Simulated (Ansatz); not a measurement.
Consider GaN.

```
Ga N
1.0
     2.86306    0.00000    0.00000
     0.00000   10.79250    0.00000
     0.00000    0.00000    2.88221
Ga N
4 4
Direct
  0.00000 0.65361 0.75000
  0.50000 0.15361 0.75000
  0.00000 0.34639 0.25000
  0.50000 0.84639 0.25000
  0.00000 0.14830 0.25000
  0.50000 0.64830 0.25000
  0.00000 0.85170 0.75000
  0.50000 0.35170 0.75000
```

Space group Cmcm; a structure from a database of computed crystals, not necessarily the ambient phase; started from the TlCl-63 prototype, which need not be the ambient phase.

Method: DFT, r2SCAN+rVV10, plane waves, PAW in Ansatz 0.2.0.

### Predict the valence pseudo-density and electron localisation function between the atoms.

Ga–N (2.14 Å): ρ at the midpoint is about 0.55 e/Å³; the ELF peaks at about 0.85 in the valence shell of N, 0.7 Å from its nucleus, and is about 0.40 at the midpoint.

### Does the calculation make it a metal, or give it a gap?

It is gapped, with a Kohn–Sham gap of 1.2 eV on the k-point mesh, an upper bound to the gap of this method.

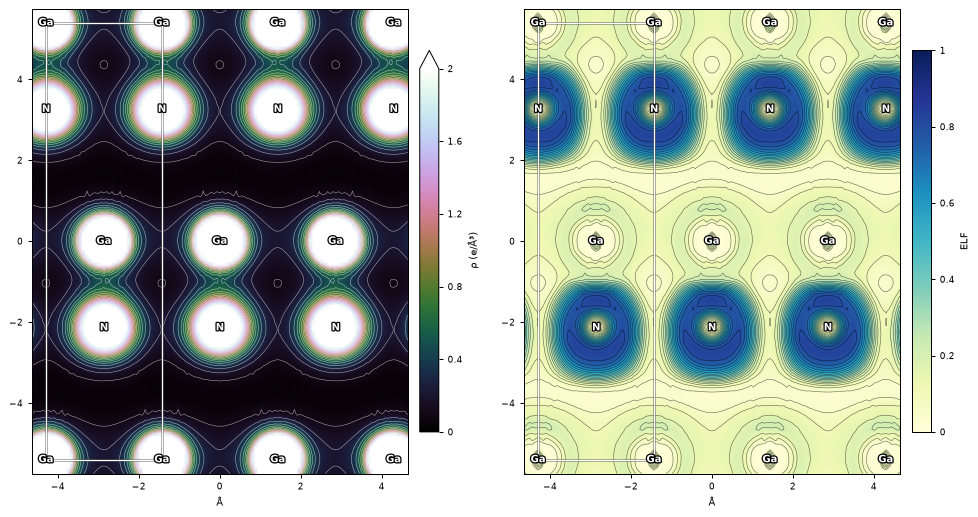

Computed valence pseudo-density and electron localisation function on the (001) plane of the conventional cell, in this order. 
